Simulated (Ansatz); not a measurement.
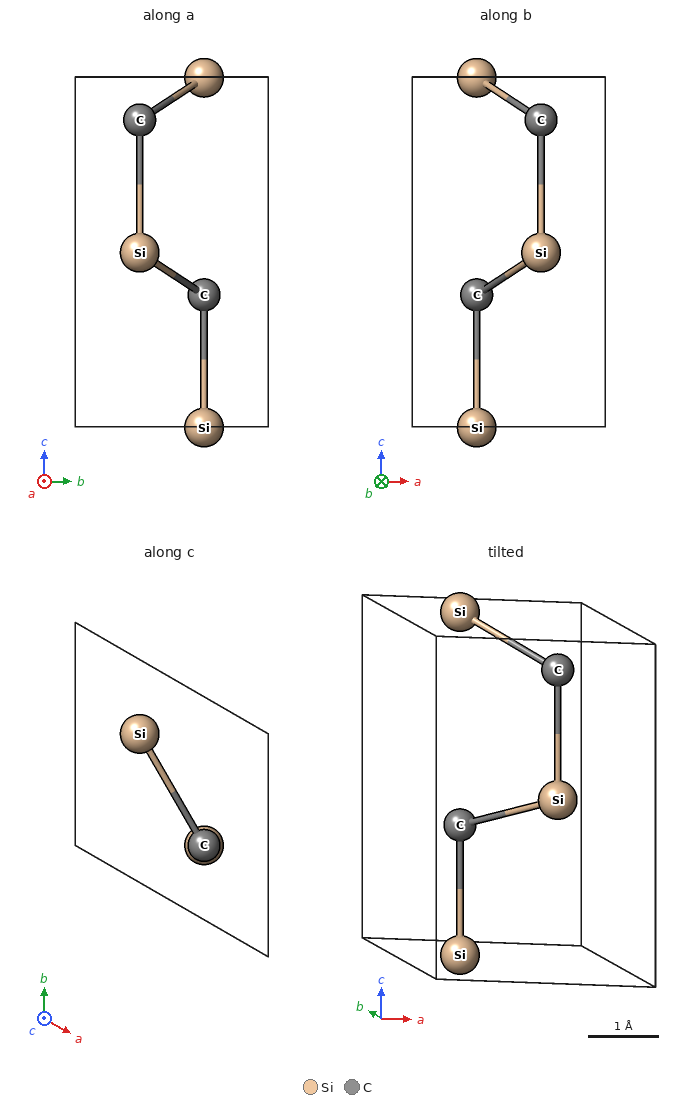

View along the a axis, along the b axis, along the c axis and slightly off an axis, drawn as a ball-and-stick model. Lines trace the edges of the conventional unit cell.

Lattice parameters: a = 3.198 Å, b = 3.198 Å, c = 5.017 Å, α = 90.00°, β = 90.00°, γ = 120.00°.

Record the structure as a table of Wyckoff sites, with free fractional coordinates to two decimals.

Space group P6_3mc (No. 186).
```tsv
atom	site	x	y	z
Si	2b	0.3333	0.6667	0.00
C	2b	0.3333	0.6667	0.38
```

It goes back to a structure type filled with these elements by a generator (whether the compound takes this form wasn't checked). The cell was then strained or its atoms displaced on purpose. It went into a calculation with Ansatz.

At this level of theory the cell isn't at rest (stretched, at -14 GPa), so its distances can differ from those at equilibrium, the more so the softer the solid.
